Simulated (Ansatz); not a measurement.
**Hf16HO32: single-point calculation (part 2 of 2)**

The same run, continued: Hf16HO32 (defect cell, 49 atoms in the cell); DFT PBE, scalar-relativistic, plane waves, PAW, spin-polarised (Ansatz 0.2.0); cutoff 420 eV, 2×2×1 k-mesh, Gaussian smearing of 0.05 eV, collinear spins. The structure derives from a Materials Project entry.

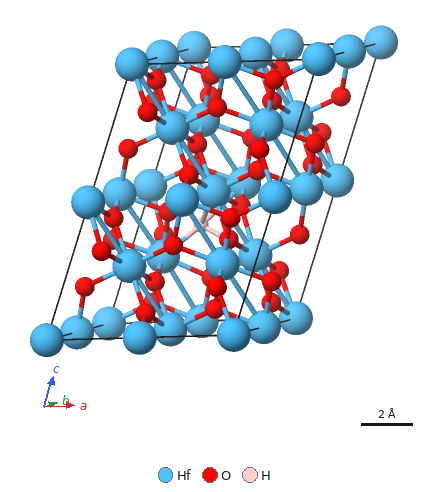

Figure 1. The input geometry (ball-and-stick view of the cell of the calculation, seen at an oblique angle). An atom can appear more than once, as a periodic image.

## The program's output, continued
```
  k-point 0 ↑: bands = ["-47.6308", "-47.6242", "-47.6207", "-47.6041", "-47.5934", "-47.5854", "-47.5826", "-47.5740", "-47.5724", "-47.5717", ... 113 levels left out ..., "2.5669", "2.5687", "2.5696", "2.5699", "2.5723", "2.5730", "2.5736", "2.5741", "2.5763", "2.5789", "2.5796", "2.5806", "2.5811", "2.5816", "2.5833", "2.5844", "2.5860", "2.5864", "2.5877", "2.5883", "2.5887", "2.5899", "2.5907", "2.5917", "2.5919", "2.5936", "2.5948", "2.5966", "2.5971",
      "2.5992", "2.6003", "2.6014", "2.6018", "2.6031", "2.6045", "2.6068", "2.6071", "2.6081", "2.6095", "2.6105", "2.6111", "2.6121", "2.6134", "2.6193", "2.6201", "2.6216", "2.6238", "2.6256", "2.6268", "2.6329", "2.6336", "2.6344", "2.6363", "2.6401", "2.6420", "2.6447", "2.6459", "2.6466", "2.6491", "2.6507", "2.6567", "2.6585", "2.6597", "2.6640", "2.6650", "2.6657", "2.6727", "2.6752", "2.6764",
      "2.6782", "2.6789", "2.6834", "2.6906", "2.6923", "2.6930", "2.6946", "2.6999", "2.7020", "2.7032", "2.7044", "2.7085", "2.7349", "2.7394", "2.7505", "2.7569", "7.1820", "7.3674", "7.4298", "7.4648", "7.6947", "7.9617", "7.9910", "8.0223", "8.1624", "8.3104", "8.3490", "8.3918", "8.3940", "8.4052", "8.4401", "8.6108", "8.6398", "8.6767", "8.8603", "8.8770", "8.9081", "8.9113", "8.9475", "9.0494",
      "9.0550", "9.0778", "9.0871", "9.1016", "9.1148", "9.1514", "9.1779", "9.1856", "9.2078", "9.5080", "9.6286", "9.6957", "9.7970", "9.8369", "9.8423", "9.8575", "9.8808", "9.9006", "9.9140", "10.2054", "10.3248", "10.3348", "10.3462", "10.3747", "10.3824", "10.6641", "10.7475", "10.8037", "10.8133", "10.8318", "10.8456", "10.8636", "10.8727", "10.9005", "10.9107", "10.9339", "10.9527", "10.9749", "10.9972", "11.0136",
      "11.0212", "11.0937", "11.1049", "11.1244", "11.1557", "11.1812", "11.2564", "11.2769", "11.3027", "11.3257", "11.6049", "11.6256", "11.6286", "11.6461", "11.6526", "11.6670", "11.7512", "11.7775", "11.7997", "11.8000", "11.8127", "11.8354", "11.8420", "11.8570", "11.9527", "11.9790", "12.0576", "12.1521", "12.2103", "12.3014", "12.3127", "12.6828", "14.0856", "16.7191", "16.9022", "16.9072", "16.9260", "16.9660", "16.9971", "17.0239",
      "17.2761", "17.4998", "17.5678", "17.9328", "17.9424", "17.9818", "18.0108", "18.0140", "18.0280", "18.1205", "18.2303"]
  k-point 1 ↑: bands = ["-47.6302", "-47.6245", "-47.6209", "-47.6046", "-47.5928", "-47.5849", "-47.5826", "-47.5749", "-47.5736", "-47.5718", ... 113 levels left out ..., "2.5662", "2.5708", "2.5718", "2.5720", "2.5723", "2.5740", "2.5748", "2.5756", "2.5780", "2.5799", "2.5806", "2.5814", "2.5823", "2.5830", "2.5837", "2.5846", "2.5856", "2.5859", "2.5891", "2.5896", "2.5900", "2.5910", "2.5913", "2.5918", "2.5931", "2.5949", "2.5955", "2.5959", "2.5972",
      "2.5981", "2.5999", "2.6016", "2.6021", "2.6027", "2.6061", "2.6082", "2.6086", "2.6088", "2.6102", "2.6116", "2.6130", "2.6136", "2.6157", "2.6169", "2.6221", "2.6244", "2.6251", "2.6266", "2.6303", "2.6312", "2.6324", "2.6341", "2.6347", "2.6361", "2.6374", "2.6411", "2.6420", "2.6443", "2.6446", "2.6473", "2.6502", "2.6560", "2.6586", "2.6602", "2.6621", "2.6635", "2.6671", "2.6683", "2.6707",
      "2.6726", "2.6758", "2.6784", "2.6790", "2.6806", "2.6831", "2.6852", "2.6907", "2.6915", "2.6972", "2.6989", "2.7079", "2.7122", "2.7237", "2.7272", "2.7398", "7.5478", "7.7194", "7.7297", "7.7476", "7.7915", "8.2776", "8.3354", "8.3860", "8.4293", "8.4585", "8.4923", "8.5113", "8.5208", "8.5356", "8.6062", "8.6296", "8.6600", "8.7798", "8.8504", "8.8657", "8.9001", "8.9107", "8.9439", "8.9620",
      "9.0280", "9.0369", "9.0958", "9.1079", "9.1361", "9.1440", "9.1674", "9.1878", "9.2837", "9.3346", "9.3459", "9.3708", "9.3855", "9.3957", "9.6538", "9.7832", "10.0510", "10.0950", "10.1138", "10.1610", "10.2510", "10.2887", "10.3446", "10.3715", "10.4275", "10.4592", "10.5251", "10.5430", "10.5696", "10.6053", "10.6843", "10.7422", "10.7632", "10.8059", "10.8629", "10.8800", "10.8969", "10.9058", "10.9184", "10.9335",
      "11.0108", "11.0273", "11.0811", "11.1048", "11.1618", "11.1725", "11.1930", "11.1981", "11.3848", "11.4264", "11.4756", "11.4901", "11.5029", "11.5502", "11.5774", "11.6038", "11.7411", "11.7601", "11.7731", "11.7775", "11.7917", "11.8147", "11.8609", "11.8785", "11.9125", "11.9383", "11.9760", "12.0229", "12.0572", "12.0732", "12.3337", "12.3565", "14.2109", "17.2188", "17.2668", "17.3096", "17.3181", "17.3450", "17.3634", "17.4295",
      "17.5089", "17.6583", "17.6785", "17.7423", "17.8022", "17.9272", "17.9432", "17.9777", "18.0019", "18.0781", "18.1923"]
  k-point 2 ↑: bands = ["-47.6306", "-47.6240", "-47.6209", "-47.6045", "-47.5929", "-47.5850", "-47.5824", "-47.5747", "-47.5740", "-47.5718", ... 113 levels left out ..., "2.5675", "2.5692", "2.5701", "2.5721", "2.5733", "2.5736", "2.5743", "2.5768", "2.5778", "2.5797", "2.5807", "2.5811", "2.5836", "2.5841", "2.5856", "2.5866", "2.5867", "2.5875", "2.5883", "2.5888", "2.5896", "2.5902", "2.5917", "2.5938", "2.5947", "2.5956", "2.5966", "2.5968", "2.5976",
      "2.5987", "2.6007", "2.6014", "2.6032", "2.6038", "2.6048", "2.6075", "2.6081", "2.6089", "2.6102", "2.6123", "2.6125", "2.6137", "2.6143", "2.6191", "2.6221", "2.6235", "2.6246", "2.6258", "2.6272", "2.6274", "2.6324", "2.6333", "2.6345", "2.6352", "2.6371", "2.6389", "2.6412", "2.6445", "2.6457", "2.6480", "2.6487", "2.6503", "2.6557", "2.6565", "2.6583", "2.6601", "2.6646", "2.6652", "2.6662",
      "2.6727", "2.6732", "2.6788", "2.6810", "2.6832", "2.6850", "2.6888", "2.6925", "2.6982", "2.7015", "2.7073", "2.7092", "2.7122", "2.7199", "2.7268", "2.7323", "7.5912", "7.6906", "7.7056", "7.7518", "7.8368", "8.2790", "8.3064", "8.3859", "8.4228", "8.4592", "8.4883", "8.5112", "8.5277", "8.5362", "8.5692", "8.6417", "8.6959", "8.7619", "8.8112", "8.8603", "8.8849", "8.8958", "8.9360", "8.9695",
      "9.0111", "9.0517", "9.0823", "9.1071", "9.1290", "9.1337", "9.1769", "9.2108", "9.2806", "9.3339", "9.3589", "9.3796", "9.3953", "9.4085", "9.7102", "9.7600", "10.0581", "10.0943", "10.1116", "10.1419", "10.2038", "10.2728", "10.3263", "10.3885", "10.4310", "10.4703", "10.5569", "10.5609", "10.5877", "10.6195", "10.7065", "10.7403", "10.7726", "10.8138", "10.8609", "10.8826", "10.9032", "10.9266", "10.9354", "10.9442",
      "11.0349", "11.0589", "11.1124", "11.1183", "11.1343", "11.1631", "11.1845", "11.1992", "11.4195", "11.4237", "11.4344", "11.4473", "11.5023", "11.5268", "11.5588", "11.6039", "11.7057", "11.7364", "11.7593", "11.7735", "11.7914", "11.8070", "11.8329", "11.9086", "11.9218", "11.9300", "11.9895", "12.0166", "12.0468", "12.0760", "12.3465", "12.3538", "14.1906", "17.1946", "17.2637", "17.2902", "17.3195", "17.3331", "17.3779", "17.4062",
      "17.4988", "17.6983", "17.7075", "17.7799", "17.8647", "17.9404", "17.9637", "17.9751", "18.0283", "18.0807", "18.1510"]
  k-point 3 ↓: bands = ["-47.6302", "-47.6245", "-47.6206", "-47.6041", "-47.5932", "-47.5837", "-47.5825", "-47.5736", "-47.5716", "-47.5705", ... 113 levels left out ..., "2.5693", "2.5705", "2.5717", "2.5727", "2.5745", "2.5749", "2.5763", "2.5781", "2.5792", "2.5800", "2.5821", "2.5833", "2.5837", "2.5841", "2.5848", "2.5860", "2.5864", "2.5879", "2.5881", "2.5884", "2.5906", "2.5920", "2.5928", "2.5932", "2.5945", "2.5951", "2.5960", "2.5970", "2.5978",
      "2.5984", "2.6018", "2.6032", "2.6040", "2.6047", "2.6063", "2.6083", "2.6088", "2.6103", "2.6112", "2.6119", "2.6156", "2.6164", "2.6177", "2.6189", "2.6208", "2.6217", "2.6228", "2.6248", "2.6260", "2.6263", "2.6285", "2.6312", "2.6333", "2.6375", "2.6383", "2.6389", "2.6404", "2.6416", "2.6435", "2.6453", "2.6456", "2.6486", "2.6500", "2.6522", "2.6530", "2.6558", "2.6590", "2.6604", "2.6633",
      "2.6649", "2.6667", "2.6722", "2.6772", "2.6802", "2.6828", "2.6852", "2.6896", "2.6929", "2.6965", "2.7045", "2.7072", "2.7095", "2.7146", "2.7160", "2.7202", "8.2553", "8.3177", "8.3489", "8.4017", "8.4062", "8.4343", "8.4622", "8.4838", "8.4911", "8.5285", "8.5690", "8.6100", "8.6283", "8.6323", "8.6461", "8.6965", "8.7055", "8.7084", "8.8177", "8.8774", "8.8852", "8.9130", "8.9263", "8.9571",
      "9.1654", "9.1860", "9.2260", "9.2637", "9.2761", "9.3088", "9.4133", "9.4718", "9.4955", "9.5725", "9.5880", "9.6358", "9.6546", "9.6597", "9.6926", "9.8102", "9.8206", "9.8258", "9.8367", "9.8481", "9.8715", "9.8827", "9.8916", "9.9146", "9.9203", "9.9269", "9.9734", "9.9966", "10.0252", "10.0705", "10.5221", "10.5983", "10.6674", "10.6933", "10.7115", "10.7469", "10.7907", "10.8070", "10.8419", "10.8538",
      "11.0896", "11.1031", "11.1608", "11.1845", "11.2533", "11.2735", "11.2822", "11.2976", "11.3101", "11.3261", "11.3405", "11.3790", "11.6176", "11.6264", "11.6322", "11.6486", "11.6812", "11.7014", "11.7603", "11.7637", "11.8089", "11.8157", "11.8246", "11.8321", "12.0331", "12.0510", "12.0910", "12.0946", "12.1859", "12.2184", "12.2469", "12.2484", "15.8050", "17.3459", "17.3672", "17.3916", "17.5075", "17.5273", "17.5911", "17.8519",
      "17.9264", "17.9627", "17.9788", "17.9975", "18.0163", "18.0403", "18.0971", "18.2474", "18.3056", "18.3411", "18.3486"]
--- Löwdin populations: 49 sites ---
  site symbol       q [e]    m [muB]
     0     Hf     24.5468     0.0007
     1     Hf     24.5495     0.0002
     2     Hf     24.5480     0.0005
     3     Hf     24.5478    -0.0037
     4     Hf     24.5456    -0.0029
     5     Hf     24.5516     0.0008
     6     Hf     24.5525     0.0048
     7     Hf     24.5492     0.0046
     8     Hf     24.5541     0.0013
     9     Hf     24.5576     0.0086
    10     Hf     24.5477     0.0003
    11     Hf     24.6393     0.1114
    12     Hf     24.5577     0.0088
    13     Hf     24.5639     0.0009
    14     Hf     24.5433     0.0003
    15     Hf     24.5512     0.0010
    16      O      6.6781     0.0000
    17      O      6.6806     0.0002
    18      O      6.6799     0.0000
    19      O      6.6544     0.0931
    20      O      6.6815    -0.0001
    21      O      6.6659     0.0004
    22      O      6.6805     0.0003
    23      O      6.6668     0.0009
    24      O      6.6804     0.0003
    25      O      6.6803     0.0002
    26      O      6.6772     0.0003
    27      O      6.6663     0.0436
    28      O      6.6661     0.0452
    29      O      6.6751     0.0002
    30      O      6.6724     0.0035
    31      O      6.6744     0.0031
    32      O      6.6780     0.0011
    33      O      6.6754     0.0028
    34      O      6.6784     0.0004
    35      O      6.6740     0.0055
    36      O      6.6768     0.0038
    37      O      6.6843     0.0032
    38      O      6.6841     0.0035
    39      O      6.6781     0.0003
    40      O      6.6760     0.0007
    41      O      6.6747     0.0013
    42      O      6.6767    -0.0000
    43      O      6.6719     0.0036
    44      O      6.6765     0.0005
    45      O      6.6697     0.1118
    46      O      6.6745     0.0003
    47      O      6.6759     0.0001
    48      H      0.9775     0.5243
  spilling = 0.002482 (of n_electrons = 609.000000)
--- Band densities, each state counted as filled ---
  window                                       electrons  max residual (eV)  cut levels
  e_range: [-1.24, -0.63]            1.000000 + 0.000000             2.3e-6           0
  e_range: [0.63, 1.24]              0.000000 + 1.000000             1.5e-6           0
  e_range: [-0.83, -0.61]            1.000000 + 0.000000             2.3e-6           0
  e_range: [0.61, 0.95]              0.000000 + 1.000000             1.5e-6           0
```

## Summary

```tsv
quantity	value
outcome	converged
electrons treated	609
free energy	−269797.8940 eV
Fermi energy	14.882 eV
gap on the k-point mesh	1.28 eV
net moment of the cell	1.00 μB
integrated absolute moment	1.06 μB
largest force (length of the vector)	0.018 eV/Å
wall time	5.8 min (CPU time 23 min)
peak memory	5.1 GiB
```

## Remarks

Notes on the run: the state was not tested for a lower one. Spin–orbit coupling is left out, which matters for Hf.
